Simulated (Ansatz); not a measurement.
# Run report: C, geometry relaxation (part 2 of 2)

C (2 atoms in the cell); DFT PBE+D3(BJ), scalar-relativistic, plane waves, PAW, no spin polarisation (Ansatz 0.2.0); cutoff 420 eV, 14×14×8 k-mesh, Gaussian smearing of 0.02 eV. The structure derives from a Materials Project entry.

**Log, continued**
```
SCF iter   1: F=—  HF=-502.170738 eV  |F-HF|=—  |Δ(HF+E_count)|=         —  Δρ=4.41e-5  dr2=4.56e-8  ethr=1.69e-7  ⟨swp⟩=2.5  Hψ=32393  notcnv=0
preconditioner: auto → none  [insulator: Δε(μ)=0.687 eV  Ē_g=18.388 eV  σ=0.020 eV  W_gap=1.00  n_scr=2 (ndim 8)  ℏωp=24.9 eV  f_vac=0.001  D(μ)=0.00/eV (n_scr^D=0)  ε∞_Penn≈2.8]
SCF iter   2: F=—  HF=-502.170736 eV  |F-HF|=—  |Δ(HF+E_count)|=   1.60e-6  Δρ=2.22e-5  dr2=1.16e-8  ethr=5.70e-10  ⟨swp⟩=2.3  Hψ=5229  notcnv=0
SCF iter   3: F=—  HF=-502.170737 eV  |F-HF|=—  |Δ(HF+E_count)|=   6.17e-8  Δρ=1.51e-6  dr2=3.05e-10  ethr=1.45e-10  ⟨swp⟩=2.0  Hψ=5148  notcnv=0
SCF iter   4: F=—  HF=-502.170737 eV  |F-HF|=—  |Δ(HF+E_count)|=  2.82e-11  Δρ=6.96e-7  dr2=4.43e-11  ethr=3.82e-12  ⟨swp⟩=2.0  Hψ=4349  notcnv=0
iter 5 did not close the SCF: its close was put off for the readings that it lacked (scf_convergence_deferred on its scf_iter line)
SCF iter   5: F=-502.170737 eV  HF=-502.170737 eV  |F-HF|=1.14e-13  |Δ(HF+E_count)|=  4.54e-11  Δρ=3.74e-8  dr2=3.82e-13  ethr=1.00e-12  ⟨swp⟩=2.8  Hψ=5246  notcnv=0
SCF iter   6: F=-502.170737 eV  HF=-502.170737 eV  |F-HF|=2.84e-13  |Δ(HF+E_count)|=  2.84e-13  Δρ=6.11e-9  dr2=1.00e-14  ethr=1.00e-12  ⟨swp⟩=3.9  Hψ=12379  notcnv=0
SCF 8 converged in 6 iterations: F = -502.170737 eV  dr2 = 1.00e-14
relax step   8: F+E_penalty+E_count = -502.17073654 eV  Δ(F+E_penalty+E_count) = +3.906e-4 eV  max|allowed force component| = 1.799e-4 eV/Å  Δτ_max = 0.0000 Å  P = -0.033 GPa  Ω = 17.787 Å³  stress off target by 7.64e-2 GPa  SCF on the basis re-selected at this cell (its energy is not comparable with the rows above)  (6 SCF iters)
basis re-selected at this cell: Δ(F+E_penalty+E_count) = +3.906e-4 eV, ΔP = -0.019 GPa vs the last step (what re-selecting the basis moved, of the pressure what is left beyond the Pulay correction that the steps carried, after the strain that the cell walked since its last selection, with what the two solves' SCF thresholds leave and, on support functions, any second-order correction that the steps lacked; it is no measure of the basis error at this ecutwfc). This SCF's stress stands 7.64e-2 GPa from its target on what of the cell is left free (relax.cell.stress_tol is 5.00e-2 GPa) and its largest allowed force component is 1.80e-4 eV/Å (relax.f_tol is 5.00e-3 eV/Å): not within both, so this SCF does not close the relaxation
Crystal: 2 atoms, lattice volume = 17.753 Å³
iter 1 solved again at ethr=2.54e-7 eV; its pass at ethr=3.10e-3 eV (dr2=2.03e-5 eV) is discarded
SCF iter   1: F=—  HF=-502.170883 eV  |F-HF|=—  |Δ(HF+E_count)|=         —  Δρ=3.04e-4  dr2=1.68e-5  ethr=2.54e-7  ⟨swp⟩=2.2  Hψ=31699  notcnv=0
preconditioner: auto → none  [insulator: Δε(μ)=0.687 eV  Ē_g=18.396 eV  σ=0.020 eV  W_gap=1.00  n_scr=2 (ndim 8)  ℏωp=24.9 eV  f_vac=0.001  D(μ)=0.00/eV (n_scr^D=0)  ε∞_Penn≈2.8]
SCF iter   2: F=—  HF=-502.170876 eV  |F-HF|=—  |Δ(HF+E_count)|=   6.69e-6  Δρ=1.41e-4  dr2=3.27e-6  ethr=2.10e-7  ⟨swp⟩=2.0  Hψ=4625  notcnv=0
SCF iter   3: F=—  HF=-502.170876 eV  |F-HF|=—  |Δ(HF+E_count)|=   1.57e-7  Δρ=1.50e-5  dr2=1.76e-8  ethr=4.09e-8  ⟨swp⟩=2.8  Hψ=5177  notcnv=0
iter 4 did not close the SCF: its close was put off for the readings that it lacked (scf_convergence_deferred on its scf_iter line)
SCF iter   4: F=-502.170876 eV  HF=-502.170876 eV  |F-HF|=4.71e-11  |Δ(HF+E_count)|=   1.62e-8  Δρ=8.09e-7  dr2=5.18e-11  ethr=2.20e-10  ⟨swp⟩=2.7  Hψ=4813  notcnv=0
iter 5 did not close the SCF: its close was put off for the readings that it lacked (scf_convergence_deferred on its scf_iter line)
SCF iter   5: F=-502.170876 eV  HF=-502.170876 eV  |F-HF|=3.30e-12  |Δ(HF+E_count)|=  7.04e-11  Δρ=1.46e-7  dr2=1.28e-12  ethr=1.00e-12  ⟨swp⟩=2.5  Hψ=4997  notcnv=0
SCF iter   6: F=-502.170876 eV  HF=-502.170876 eV  |F-HF|=1.14e-13  |Δ(HF+E_count)|=  3.87e-12  Δρ=1.11e-8  dr2=1.10e-14  ethr=1.00e-12  ⟨swp⟩=1.1  Hψ=8653  notcnv=0
SCF 9 converged in 6 iterations: F = -502.170876 eV  dr2 = 1.10e-14
relax step   9: F+E_penalty+E_count = -502.17087635 eV  Δ(F+E_penalty+E_count) = -1.398e-4 eV  max|allowed force component| = 1.513e-4 eV/Å  Δτ_max = 0.0000 Å  P = -0.000 GPa  Ω = 17.753 Å³  energy of the carried Pulay correction = +1.305e-4 eV  (6 SCF iters, dr2 threshold 1.46e-8 eV, accepted)
iter 1 solved again at ethr=1.66e-7 eV; its pass at ethr=3.10e-3 eV (dr2=1.33e-5 eV) is discarded
SCF iter   1: F=—  HF=-502.170753 eV  |F-HF|=—  |Δ(HF+E_count)|=         —  Δρ=1.60e-5  dr2=5.19e-9  ethr=1.66e-7  ⟨swp⟩=2.5  Hψ=32359  notcnv=0
eigensolver tolerance schedule: the retry pair's looser diagonalisation over-reported the residual by 2550.90 of it (diagonalisation noise at 0.16 of the residual, at the tolerance the schedule requests for it); recorded, not acted on — ethr = c·dr2/N_el stays at c = 1.0e-1
preconditioner: auto → none  [insulator: Δε(μ)=0.687 eV  Ē_g=18.395 eV  σ=0.020 eV  W_gap=1.00  n_scr=2 (ndim 8)  ℏωp=24.9 eV  f_vac=0.001  D(μ)=0.00/eV (n_scr^D=0)  ε∞_Penn≈2.8]
SCF iter   2: F=—  HF=-502.170751 eV  |F-HF|=—  |Δ(HF+E_count)|=   2.05e-6  Δρ=8.10e-6  dr2=1.62e-9  ethr=6.49e-11  ⟨swp⟩=3.0  Hψ=5868  notcnv=0
SCF iter   3: F=—  HF=-502.170751 eV  |F-HF|=—  |Δ(HF+E_count)|=   8.24e-9  Δρ=1.08e-6  dr2=1.74e-10  ethr=2.02e-11  ⟨swp⟩=2.0  Hψ=5148  notcnv=0
SCF iter   4: F=—  HF=-502.170751 eV  |F-HF|=—  |Δ(HF+E_count)|=  6.14e-12  Δρ=4.33e-7  dr2=2.85e-11  ethr=2.17e-12  ⟨swp⟩=1.9  Hψ=4309  notcnv=0
iter 5 did not close the SCF: its close was put off for the readings that it lacked (scf_convergence_deferred on its scf_iter line)
SCF iter   5: F=-502.170751 eV  HF=-502.170751 eV  |F-HF|=0.00e0  |Δ(HF+E_count)|=  1.48e-12  Δρ=1.80e-8  dr2=7.60e-14  ethr=1.00e-12  ⟨swp⟩=2.0  Hψ=4698  notcnv=0
SCF iter   6: F=-502.170751 eV  HF=-502.170751 eV  |F-HF|=0.00e0  |Δ(HF+E_count)|=  5.68e-14  Δρ=5.47e-9  dr2=6.87e-15  ethr=1.00e-12  ⟨swp⟩=3.4  Hψ=12007  notcnv=0
SCF 10 converged in 6 iterations: F = -502.170751 eV  dr2 = 6.87e-15
relax step  10: F+E_penalty+E_count = -502.17075056 eV  Δ(F+E_penalty+E_count) = +1.258e-4 eV  max|allowed force component| = 1.655e-4 eV/Å  Δτ_max = 0.0000 Å  P = -0.003 GPa  Ω = 17.753 Å³  stress off target by 1.48e-2 GPa  SCF on the basis re-selected at this cell (its energy is not comparable with the rows above)  (6 SCF iters)
```

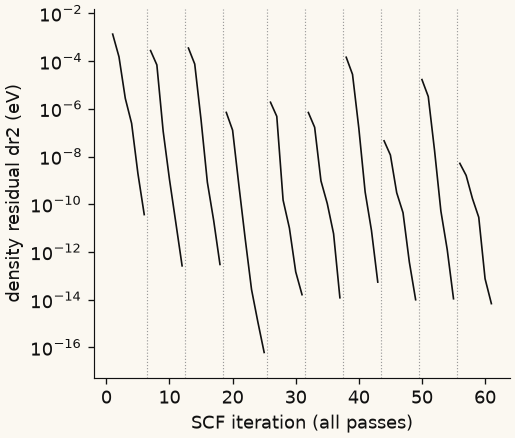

Fig. 1: Convergence of the self-consistent field: density residual dr2 against the SCF iteration. The dotted lines part the SCF passes of the relaxation: geometry steps, rejected trials and re-solves on a re-selected basis. The 10 passes take 6 to 7 iterations each, 61 in all.

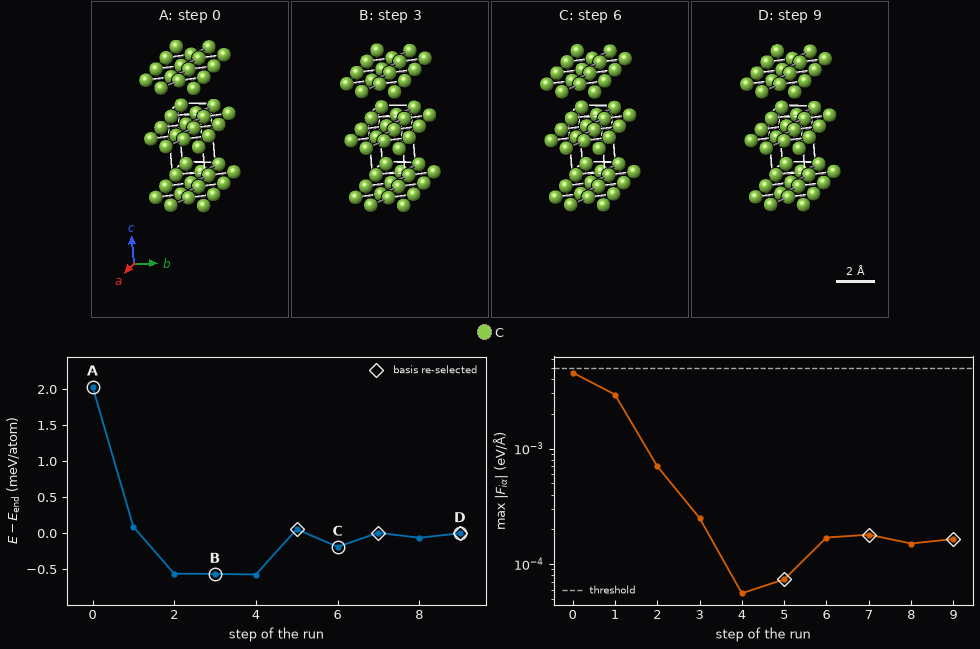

Fig. 2: Frames of the relaxation (ball-and-stick view of the reduced cell, repeated 4 × 2 × 2, seen slightly off an axis) above the curves, on which the letters mark them (the first geometry is step 0 here and step 1 in the log).

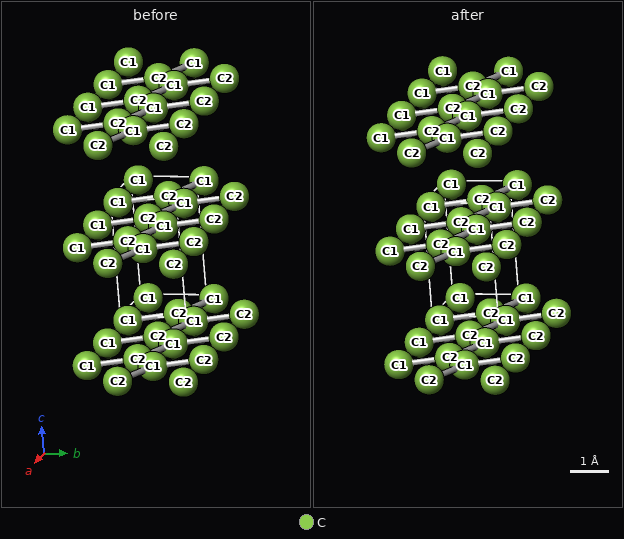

Fig. 3: Before (left) and after (right) the relaxation, at one scale (ball-and-stick view of the reduced cell, repeated 4 × 2 × 2, seen slightly off an axis). Over 6 geometry steps the energy falls by 2.1 meV per atom. Largest force component: 0.0045 eV/Å at the start, 0.00016 eV/Å at the end. The pressure goes from 2.66 to 0.00 GPa. The basis was re-selected twice at an unchanged geometry, which shifts the energy a little without any move. The atoms keep their places relative to the cell (all moves are under 0.005 Å). The drawn cell changes as follows: a = b 2.456 → 2.465 Å (+0.3 %), c 3.765 → 3.660 Å (−2.8 %), α 71.5° → 70.4°, β 71.5° → 70.4°; the volume changes by −3.0 %. Distances before and after: C1–C2 1.418 → 1.423 Å. The space group (tolerance 0.01 Å) goes from C2/m (No. 12) to R-3m (No. 166). The energy change given includes the shifts at the re-selections in mid-walk, which come without any move. A last SCF at the same geometry on a re-selected plane-wave basis shifts the energy by +0.1 meV per atom. (Atoms are counted from 1 in the order of the input.)

```
basis re-selected at this cell: Δ(F+E_penalty+E_count) = +1.258e-4 eV, ΔP = -0.003 GPa vs the last step (what re-selecting the basis moved, of the pressure what is left beyond the Pulay correction that the steps carried, after the strain that the cell walked since its last selection, with what the two solves' SCF thresholds leave and, on support functions, any second-order correction that the steps lacked; it is no measure of the basis error at this ecutwfc). This SCF's stress stands 1.48e-2 GPa from its target on what of the cell is left free (relax.cell.stress_tol is 5.00e-2 GPa) and its largest allowed force component is 1.65e-4 eV/Å (relax.f_tol is 5.00e-3 eV/Å): within both
SCF converged after 6 iterations
Free energy (F): -502.170751 eV
Harris-Foulkes:  -502.170751 eV  (|F-HF|=0.00e0)
Internal energy: -502.170751 eV  (E = F + TS)
E sigma→0 (E₀):  -502.170751 eV
Fermi energy:    6.987180 eV
--- Per-component energies (eV) ---
  E_band       = -17.654055
  E_kinetic    = 181.890728
  E_local      = -308.473499  (includes V_loc(G=0)·N_el)
  E_nonlocal   = 54.611982
  E_hartree    = 93.421052
  E_xc         = -96.038304
  E_vxc        = -118.915053  (∫ρ·V_xc dr)
  E_paw        = -198.690746  (= ΣΔE_a)
  E_vpaw       = -13.610335  (= ΣTr[D̂ρ^β])
  E_aug_tail   = 0.000015  (compensation charges beyond the density's cutoff)
  E_ewald      = -228.581342
  E_disp       = -0.310636  (pairwise vdW)
  E_smearing   = -0.000000  (= −TS)
  E_closure    = -0.000000  (closes the sum)
  Σ components = -502.170751   (vs F -502.170751, Δ=0.00e0)
--- Forces (eV/Å), atoms counted from 1 ---
  atom   1  C      0.00000457     0.00000000     0.00016547
  atom   2  C     -0.00000457     0.00000000    -0.00016547
  max |Σ_I F_I| component: 0.00e0 eV/Å
--- Stress (GPa, compression-positive) ---
       -0.000165       0.000000      -0.006085
        0.000000       0.002306       0.000000
       -0.006084       0.000000      -0.012282
  P = ⅓ Tr σ = -0.0034 GPa (-0.034 kbar)
--- Band table (eV; the first three rows and the last of 429) ---
  k-point 0: bands = ["-12.7278", "0.3364", "3.9159", "3.9162", "11.1616", "15.3093", "15.3098", "18.2654"]
  k-point 1: bands = ["-12.6879", "0.0022", "3.9141", "3.9142", "11.8916", "15.3032", "15.3035", "18.2943"]
  k-point 2: bands = ["-12.5887", "-0.7112", "3.9078", "3.9079", "13.7541", "15.2857", "15.2858", "18.3609"]
  k-point 428: bands = ["-7.3916", "-6.3463", "0.5431", "4.9151", "8.9258", "14.5200", "18.7757", "19.4094"]
--- Relaxed structure (7 steps of the walk, 7 accepted, 3 SCFs on fresh bases) ---
  F+E_penalty+E_count = -502.17075056 eV   max|allowed force component| = 1.655e-4 eV/Å   (the final SCF, on the basis selected at the relaxed cell)
  cell:  # Å, volume = 17.7533 Å³
    - [2.1346751583687595, -1.2324617113551972, -0.010791562024955563]
    - [2.1346751583687595, 1.2324617113551972, -0.010791562024955584]
    - [-1.401606838757439, -2.70352094134772e-17, 3.3810743195595805]
  atoms:
    - { symbol: C, position: [0.8333715330142433, 0.8333715330142433, 0.00011405942278638198] }
    - { symbol: C, position: [0.1666284669857568, 0.1666284669857568, 0.9998859405772137] }
```

**Trajectory as extended XYZ (Å, eV, eV/Å), 10 frames, from step=1 to step=10**
```
2
Lattice="2.1273 -1.2283 0.0000 2.1273 1.2283 0.0000 -1.3791 0.0000 3.5028" Properties=species:S:1:pos:R:3:forces:R:3 step=1 energy=-502.16668 pressure_GPa=2.66
C     3.5455    0.0000    0.0003    0.0045   0.0000  -0.0030
C    -0.6699    0.0000    3.5025   -0.0045   0.0000   0.0030
2
Lattice="2.1327 -1.2313 -0.0010 2.1327 1.2313 -0.0010 -1.3841 0.0000 3.4461" Properties=species:S:1:pos:R:3:forces:R:3 step=2 energy=-502.17057 pressure_GPa=0.69
C     3.5545    0.0000   -0.0014    0.0022   0.0000   0.0029
C    -0.6732    0.0000    3.4456   -0.0022   0.0000  -0.0029
2
Lattice="2.1351 -1.2327 -0.0026 2.1351 1.2327 -0.0026 -1.3884 0.0000 3.4014" Properties=species:S:1:pos:R:3:forces:R:3 step=3 energy=-502.17187 pressure_GPa=-0.12
C     3.5585    0.0000   -0.0040    0.0001   0.0000  -0.0007
C    -0.6767    0.0000    3.4001   -0.0001   0.0000   0.0007
2
Lattice="2.1349 -1.2326 -0.0034 2.1349 1.2326 -0.0034 -1.3896 0.0000 3.4024" Properties=species:S:1:pos:R:3:forces:R:3 step=4 energy=-502.17188 pressure_GPa=-0.03
C     3.5581    0.0000   -0.0054   -0.0001   0.0000   0.0003
C    -0.6780    0.0000    3.4009    0.0001   0.0000  -0.0003
2
Lattice="2.1348 -1.2325 -0.0061 2.1348 1.2325 -0.0061 -1.3940 0.0000 3.4038" Properties=species:S:1:pos:R:3:forces:R:3 step=5 energy=-502.17190 pressure_GPa=-0.00
C     3.5580    0.0000   -0.0098   -0.0001   0.0000   0.0000
C    -0.6824    0.0000    3.4014    0.0001   0.0000   0.0000
2
Lattice="2.1348 -1.2325 -0.0061 2.1348 1.2325 -0.0061 -1.3940 0.0000 3.4038" Properties=species:S:1:pos:R:3:forces:R:3 step=6 energy=-502.17064 pressure_GPa=-0.11
C     3.5580    0.0000   -0.0098   -0.0001   0.0000   0.0000
C    -0.6824    0.0000    3.4014    0.0001   0.0000   0.0000
2
Lattice="2.1347 -1.2325 -0.0086 2.1347 1.2325 -0.0086 -1.3980 0.0000 3.3859" Properties=species:S:1:pos:R:3:forces:R:3 step=7 energy=-502.17113 pressure_GPa=-0.01
C     3.5579    0.0000   -0.0139   -0.0001   0.0000  -0.0002
C    -0.6864    0.0000    3.3827    0.0001   0.0000   0.0002
2
Lattice="2.1347 -1.2325 -0.0086 2.1347 1.2325 -0.0086 -1.3980 0.0000 3.3859" Properties=species:S:1:pos:R:3:forces:R:3 step=8 energy=-502.17074 pressure_GPa=-0.03
C     3.5579    0.0000   -0.0139   -0.0001   0.0000  -0.0002
C    -0.6864    0.0000    3.3827    0.0001   0.0000   0.0002
2
Lattice="2.1347 -1.2325 -0.0108 2.1347 1.2325 -0.0108 -1.4016 0.0000 3.3811" Properties=species:S:1:pos:R:3:forces:R:3 step=9 energy=-502.17088 pressure_GPa=-0.00
C     3.5578    0.0000   -0.0176    0.0000   0.0000   0.0002
C    -0.6901    0.0000    3.3771    0.0000   0.0000  -0.0002
2
Lattice="2.1347 -1.2325 -0.0108 2.1347 1.2325 -0.0108 -1.4016 0.0000 3.3811" Properties=species:S:1:pos:R:3:forces:R:3 step=10 energy=-502.17075 pressure_GPa=-0.00
C     3.5578    0.0000   -0.0176    0.0000   0.0000   0.0002
C    -0.6901    0.0000    3.3771    0.0000   0.0000  -0.0002
```

The run was set up as follows.

**Input file**
```yaml
crystal:
  lattice:
    - [2.1273203072, -1.22828244, 0.0]
    - [2.1273203072, 1.22828244, 0.0]
    - [-1.3790696309, 0.0, 3.5028300786]
  atoms:
    - { symbol: C, position: [0.83335553, 0.83335553, 9.304e-05] }
    - { symbol: C, position: [0.16664447, 0.16664447, 0.99990696] }
basis:
  ecutwfc: 420
kpoints:
  mp_grid: { grid: [14, 14, 8] }
hamiltonian:
  xc: pbe
  dispersion: d3bj
scf:
  occupations: { method: gaussian, width: 0.02 }
output:
  forces: true
  stress: true
  eigenvalues: true
relax:
  adjacent_minimum: "off"
  f_tol: 0.005
  max_steps: 80
  cell: { stress_tol: 0.05 }
```

Run as:
```bash
ansatz run input.yaml --threads 4 --pin off --max-ram 8192MiB --backend cpu --events-out ev --progress --plain --runs-dir out
```

**Key numbers**

```tsv
quantity	value
outcome	converged
space group (tolerance 0.01 Å)	C2/m (12) → R-3m (166)
electrons treated	8
free energy	−502.1708 eV
Fermi energy	6.987 eV
gap on the k-point mesh	0.69 eV
pressure	0.00 GPa
final volume	17.75 Å³
largest force (length of the vector) at the end	under 0.001 eV/Å
final cell	a = 2.465 Å, b = 2.465 Å, c = 3.660 Å, α = 109.61°, β = 109.61°, γ = 60.00°
hardware	4 threads of INTEL XEON PLATINUM @ 2.30GHz (Emerald Rapids), 24 GiB of memory available, shared host
wall time	6.8 s (CPU time 25 s)
peak memory	0.44 GiB
```
